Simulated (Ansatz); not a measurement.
# Phonon calculation of LiF

- system: LiF (2 atoms in the cell)
- method: DFT PBE, scalar-relativistic, plane waves, PAW, no spin polarisation (Ansatz 0.2.0)

It belongs to a series of runs on one base structure; here: zone-centre phonons and field response at this volume. Figures and captions count atoms from 1; the log counts them from 0 in places.

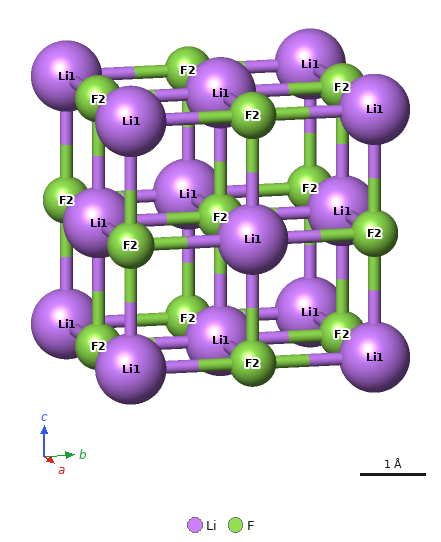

Fig. 1: The structure (ball-and-stick view of the cell 4 times as large as that of the calculation, set on its symmetry axes, seen slightly off an axis; atoms are numbered from 1 in the order of the input). Near neighbours in the crystal (not all of them lie inside the picture): Li has 6 F at 1.96 Å; F has 6 Li at 1.96 Å.

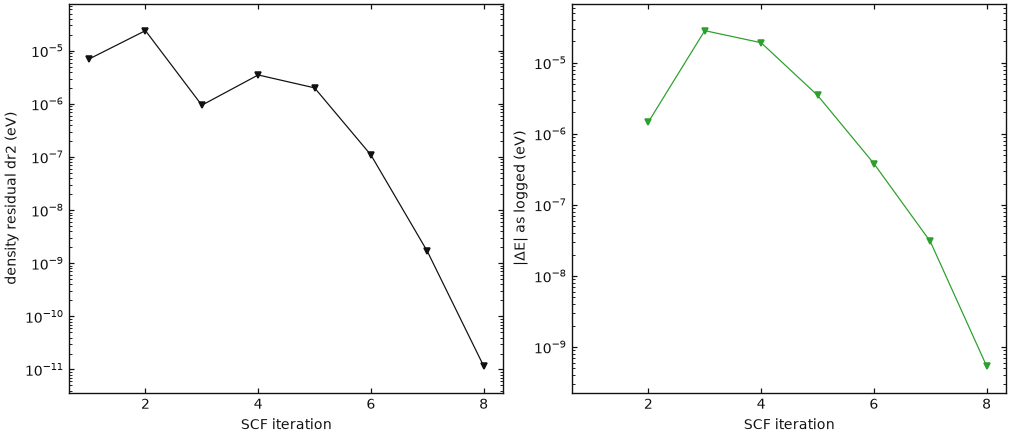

Fig. 2: Convergence of the self-consistent field: density residual dr2 and size of the energy change against the SCF iteration. The residual falls unevenly and jumps up by a factor of two or more 2 times on the way down.

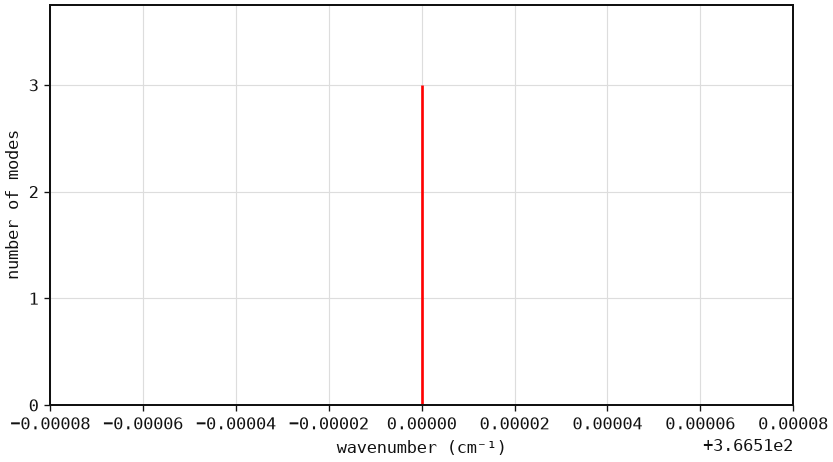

Fig. 3: Optical phonons at the zone centre (no LO–TO term); neighbouring modes closer than 3 cm⁻¹ are counted in one stick. 3 modes from 367 to 367 cm⁻¹, none imaginary.

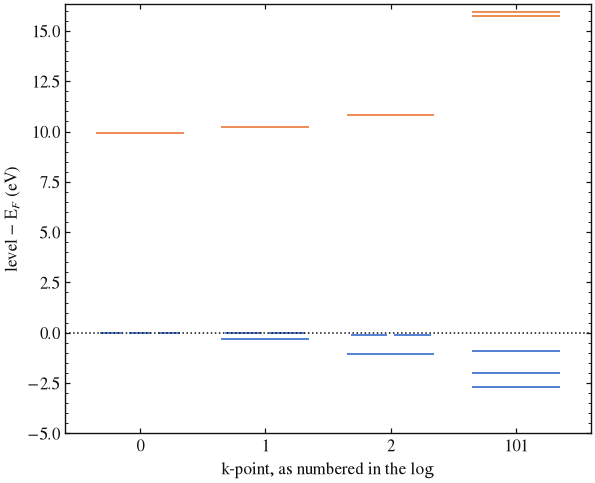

Fig. 4: Kohn–Sham levels near the Fermi level (dotted) at the few k-points that the log prints; levels within 0.02 eV of each other stand side by side. Among these points the highest filled and lowest empty levels are 9.92 eV apart, which is the gap on the mesh.

These pictures come from the run below.

The input:
```yaml
crystal:
  lattice:
    - [0.0, 1.9551, 1.9551]
    - [1.9551, 0.0, 1.9551]
    - [1.9551, 1.9551, 0.0]
  atoms:
    - { symbol: Li, position: [0.0, 0.0, 0.0] }
    - { symbol: F, position: [0.5, 0.5, 0.5] }
basis:
  ecutwfc: 420
kpoints:
  mp_grid: { grid: [10, 10, 10] }
hamiltonian:
  xc: pbe
scf:
  occupations: { method: fixed }
output:
  eigenvalues: true
phonons:
  method: dfpt
  dielectric: true
  rigid_motions: translations
  eigenvectors: true
```

Command:
```bash
ansatz run input.yaml --threads 1 --pin off --max-ram 1228MiB --backend cpu --events-out ev --progress --plain --runs-dir out
```

Log:
```
Engine: ansatz 0.2.0, x86_64-unknown-linux-gnu
Pseudopotentials: kind: paw
Pseudopotential: Li, paw, valence charge 3, recommended cutoff 420 eV (normal), Li.paw.azcp
Pseudopotential: F, paw, valence charge 7, recommended cutoff 420 eV (normal), F.paw.azcp
Functional definition: PBE
  parameter kappa = 0.804
  parameter beta = 0.06672455060314922
  exchange = pbe_x(kappa = kappa, mu = beta*pi^2/3)
  correlation = pbe_c(beta = beta)
Crystal: 2 atoms, lattice volume = 14.946 Å³
Basis set: ecut = 420 eV, 283 PW (Γ), exchange–correlation on 40×40×40 points (8 copies of the dense FFT grid, shifted against one another)
Bands: 9, of which v1, the nominal top of the filled ones, is band 5 counted from 1 (4 counted from 0)
Symmetry: 48 space group operations
k-points: 102 of 1000 (irreducible under 8 space group operations, time reversal used)
Non-local potential: Li, projectors of the file, l = 0: 3, l = 1: 2, l = 2: 1
Non-local potential: F, projectors of the file, l = 0: 2, l = 1: 2, l = 2: 1
PAW form: soft (Blöchl's): semilocal exchange-correlation on the pseudo side does not see the compensation charge
PAW one-centre angular grid: Li, 110 points (default); XC on 64 Gauss nodes
PAW one-centre angular grid: F, 110 points (default); XC on 64 Gauss nodes
Initial density: superposition of atomic densities (neutral atoms: chi_scale 0, normalization atom), corrected by the library's trained network
Initial wavefunctions: pseudopotential atomic-orbital guess
Functional: x = pbe(κ = 0.804, μ = 0.2195149727645171), c = pbe(β = 0.06672455060314922)
SCF iter   1: F=—  HF=-1016.116490 eV  |F-HF|=—  |Δ(HF+E_count)|=         —  Δρ=5.50e-4  dr2=6.99e-6  ethr=1.77e-3  ⟨swp⟩=3.9  Hψ=5226  notcnv=0  defer=160
preconditioner: auto → none  [insulator: Δε(μ)=9.909 eV  Ē_g=23.676 eV  n_scr=0 (ndim 8)  ℏωp=27.2 eV  f_vac=0.000  ε∞_Penn≈2.3]
SCF iter   2: F=—  HF=-1016.116492 eV  |F-HF|=—  |Δ(HF+E_count)|=   1.47e-6  Δρ=5.38e-4  dr2=2.39e-5  ethr=6.99e-8  ⟨swp⟩=2.0  Hψ=2393  notcnv=0  defer=202
SCF iter   3: F=—  HF=-1016.116520 eV  |F-HF|=—  |Δ(HF+E_count)|=   2.84e-5  Δρ=2.05e-4  dr2=9.43e-7  ethr=6.99e-8  ⟨swp⟩=2.0  Hψ=1483  notcnv=0  defer=34
SCF iter   4: F=—  HF=-1016.116539 eV  |F-HF|=—  |Δ(HF+E_count)|=   1.92e-5  Δρ=2.18e-4  dr2=3.50e-6  ethr=9.43e-9  ⟨swp⟩=2.0  Hψ=1337  notcnv=0
SCF iter   5: F=—  HF=-1016.116543 eV  |F-HF|=—  |Δ(HF+E_count)|=   3.49e-6  Δρ=1.48e-4  dr2=2.00e-6  ethr=9.43e-9  ⟨swp⟩=2.0  Hψ=1224  notcnv=0
SCF iter   6: F=—  HF=-1016.116542 eV  |F-HF|=—  |Δ(HF+E_count)|=   3.82e-7  Δρ=3.38e-5  dr2=1.09e-7  ethr=9.43e-9  ⟨swp⟩=2.1  Hψ=1250  notcnv=0  defer=82
SCF iter   7: F=—  HF=-1016.116542 eV  |F-HF|=—  |Δ(HF+E_count)|=   3.06e-8  Δρ=4.18e-6  dr2=1.68e-9  ethr=1.09e-9  ⟨swp⟩=2.5  Hψ=1282  notcnv=0  defer=106
SCF iter   8: F=-1016.116542 eV  HF=-1016.116542 eV  |F-HF|=9.44e-12  |Δ(HF+E_count)|=  5.38e-10  Δρ=3.52e-7  dr2=1.16e-11  ethr=1.00e-12  ⟨swp⟩=5.4  Hψ=5187  notcnv=0
SCF 1 converged in 8 iterations: F = -1016.116542 eV  dr2 = 1.16e-11
  greatest PAW one-centre occupation: 1.000 electrons in one spin orbital (limit 2), on the Li atom at site 0 (counted from 0), in its partial waves of l = 0
NSCF: frozen V_eff on 2 k-points
DFPT response loops at Γ: preconditioner auto → none (the input reference at scf.mixing.eps_inf says where Resta's filter doesn't serve); β = 0.50; Broyden in place of MSR1
SCF converged after 8 iterations
Free energy (F): -1016.116542 eV
Harris-Foulkes:  -1016.116542 eV  (|F-HF|=9.44e-12)
Internal energy: -1016.116542 eV  (E = F + TS)
E sigma→0 (E₀):  -1016.116542 eV
Fermi energy:    1.759705 eV
--- Per-component energies (eV) ---
  E_band       = -110.922059
  E_kinetic    = 231.909387
  E_local      = -615.181081  (includes V_loc(G=0)·N_el)
  E_nonlocal   = 40.579328
  E_hartree    = 214.644372
  E_xc         = -92.147439
  E_vxc        = -118.243759  (∫ρ·V_xc dr)
  E_paw        = -222.009267  (= ΣΔE_a)
  E_vpaw       = -79.276706  (= ΣTr[D̂ρ^β])
  E_aug_tail   = 0.002120  (compensation charges beyond the density's cutoff)
  E_ewald      = -573.913962
  E_smearing   = -0.000000  (= −TS)
  E_closure    = 0.000000  (closes the sum)
  Σ components = -1016.116542   (vs F -1016.116542, Δ=0.00e0)
--- Band table (eV; the first three rows and the last of 102) ---
  k-point 0: bands = ["-38.9484", "-18.4652", "1.7597", "1.7597", "1.7597", "11.6846", "26.9111", "26.9111", "26.9111"]
  k-point 1: bands = ["-38.9403", "-18.4213", "1.4433", "1.7331", "1.7331", "11.9735", "23.9128", "25.4812", "25.4812"]
  k-point 2: bands = ["-38.9189", "-18.3030", "0.6829", "1.6661", "1.6661", "12.5913", "21.3791", "23.8828", "23.8828"]
  k-point 101: bands = ["-38.8402", "-17.6647", "-0.9405", "-0.2464", "0.8496", "17.4821", "17.7055", "20.1077", "22.3012"]
--- Phonons (Γ-DFPT): 2 representative perturbations + reference, on 102 of 1000 k-points (Σ response iterations 7) ---
  k mesh reduced under 8 symmetry operations, with k and −k counted as one. Each operation leaves every solved perturbation unchanged. A smaller set is not considered because the run solves the response to a homogeneous field
  ASR residual: 2.429e-4 → 0.000e0 eV/Å²; symmetrization residual: 2.489e-7 eV/Å²
  ASR residual per site (eV/Å²): 3.91e-5 2.43e-4
  Γ frequencies (cm⁻¹): 0.00 0.00 0.00 366.51 366.51 366.51
  ε∞ (high-frequency dielectric tensor):
        2.084930    -0.000000    -0.000000
        0.000000     2.084930    -0.000000
       -0.000000     0.000000     2.084930
  ε⁰ (static dielectric tensor: ions relaxed, cell fixed):
        7.316627    -0.000000    -0.000000
        0.000000     7.316627    -0.000000
       -0.000000     0.000000     7.316627
  ε⁰ − ε∞ (ionic part):
        5.231696     0.000000    -0.000000
        0.000000     5.231696     0.000000
       -0.000000     0.000000     5.231696
  softest optical mode at Γ: 366.51 cm⁻¹; the repairs (sum rule, projections) moved no ω² at Γ by more than (1.88 cm⁻¹)²
  Born effective charges Z* (e; rows j = field, columns β = displacement):
    site 0:
         1.04167    0.00000   -0.00000
        -0.00000    1.04167    0.00000
         0.00000    0.00000    1.04167
    site 1:
        -1.04167   -0.00000    0.00000
         0.00000   -1.04167   -0.00000
         0.00000   -0.00000   -1.04167
  Z* charge neutrality: 1.233e-5 e pre-enforcement
  k-mesh period / interband length: 27.6 Å / 0.77 Å = 36.03 at k = (0.0000, 0.0000, -0.5000), direct gap 11.534 eV — 14 or more, which is no proof of convergence
  optical modes at Γ without the LO–TO term, one row a degenerate level:
      ω (cm⁻¹)  modes    IR ((D/Å)²/amu)
        366.51      3            14.7744
  optical modes at Γ + LO–TO along q̂ = [1.0000, 0.0000, 0.0000]:
      ω (cm⁻¹)  modes    IR ((D/Å)²/amu)
        366.51      2             9.8496
        686.59      1             4.9248
  optical modes at Γ + LO–TO along q̂ = [0.0000, 1.0000, 0.0000]:
      ω (cm⁻¹)  modes    IR ((D/Å)²/amu)
        366.51      2             9.8496
        686.59      1             4.9248
  optical modes at Γ + LO–TO along q̂ = [0.0000, 0.0000, 1.0000]:
      ω (cm⁻¹)  modes    IR ((D/Å)²/amu)
        366.51      2             9.8496
        686.59      1             4.9248
```

File optical_modes.tsv:
```
# format = ansatz-optical-modes/1
# cell_volume_ang3 = 1.4946411082302003e1
# eps_inf = 2.084930083841416e0 -2.2597578014143566e-32 -1.0271626370065257e-33 1.79753461476142e-33 2.084930083841417e0 -1.283953296258157e-34 -4.108650548026103e-33 0e0 2.084930083841417e0
# One row of degenerate optical modes each, rigid motions of the cell and of its bodies left out; wavenumber_inv_cm is that of the modes' mean omega^2, negative where that is. nan stands for what is not given.
# A row whose q is 0 0 0 is without the LO-TO term; the others hold that term of the approach to the zone centre along q, a Cartesian unit vector.
# oscillator_strength: the sum of Re conj(p) p^T over the row's modes, p that of Z* e/sqrt(mass) over the atoms, about the cell's centre of mass, e the mode's unit eigenvector; ir_intensity: its trace, 23.0708 in its unit to 1 in that of the other. The rows at q 0 0 0 hold the undamped dielectric function at nu cm^-1, of a cell of V A^3: eps_inf + (4.92064e7/V) sum oscillator_strength/(nu_row |nu_row| - nu^2). That is of the vibrations: a cell of net charge Q e and mass M amu holds -(4.92064e7/V) Q^2/(M nu^2) besides, of its free fall, and where the turns of a body are left out the sum lacks their strength.
# q_x	q_y	q_z	wavenumber_inv_cm	degeneracy	ir_intensity[(D/angstrom)^2/amu]	oscillator_strength_xx[e^2/amu]	oscillator_strength_xy[e^2/amu]	oscillator_strength_xz[e^2/amu]	oscillator_strength_yy[e^2/amu]	oscillator_strength_yz[e^2/amu]	oscillator_strength_zz[e^2/amu]
0e0	0e0	0e0	3.665092873476266e2	3	1.477444111390175e1	2.1346545989822843e-1	1.644471623128233e-34	-8.419694710416519e-34	2.1346545989822846e-1	-1.3877787807814457e-17	2.134654598982284e-1
1e0	0e0	0e0	3.6650928734762664e2	2	9.849627409267834e0	1.6351586099244317e-64	5.8477410918439706e-33	-8.419694710416516e-34	2.1346545989822846e-1	0e0	2.1346545989822846e-1
1e0	0e0	0e0	6.865855845418647e2	1	4.924813704633917e0	2.1346545989822843e-1	-5.683293929531148e-33	0e0	1.5131173869929511e-64	0e0	0e0
0e0	1e0	0e0	3.665092873476266e2	2	9.849627409267832e0	2.1346545989822843e-1	-5.683293929531148e-33	-8.419694710416514e-34	4.111195213103907e-35	-2.9624283567651396e-18	2.1346545989822838e-1
0e0	1e0	0e0	6.865855845418645e2	1	4.924813704633917e0	1.6019489004705395e-64	5.84774109184397e-33	5.399526237971579e-50	2.1346545989822843e-1	1.971038617336768e-18	1.8199633949609665e-35
0e0	0e0	1e0	3.6650928734762664e2	2	9.849627409267834e0	2.1346545989822843e-1	1.6444716231282193e-34	-1.49699391261688e-49	2.1346545989822843e-1	-5.46461426733318e-18	1.3989152673682351e-34
0e0	0e0	1e0	6.865855845418645e2	1	4.924813704633915e0	3.3209709453891917e-66	-2.490728209041894e-66	-8.419694710416512e-34	1.8680461567814208e-66	6.314771032812385e-34	2.1346545989822838e-1
```

Key numbers:

- outcome: converged
- space group (tolerance 0.01 Å): Fm-3m (225)
- electrons treated: 10
- free energy: −1016.1165 eV
- Fermi energy: 1.760 eV
- gap on the k-point mesh: 9.92 eV
- ε∞ (xx, yy, zz): 2.08, 2.08, 2.08
- Born charges (mean of the diagonal): Li1 (1.04 e); F2 (−1.04 e)
- hardware: 1 thread of Intel Xeon (Granite Rapids), 64 GiB of memory available, shared host
- wall time: 3.2 s
- peak memory: 0.4 GiB
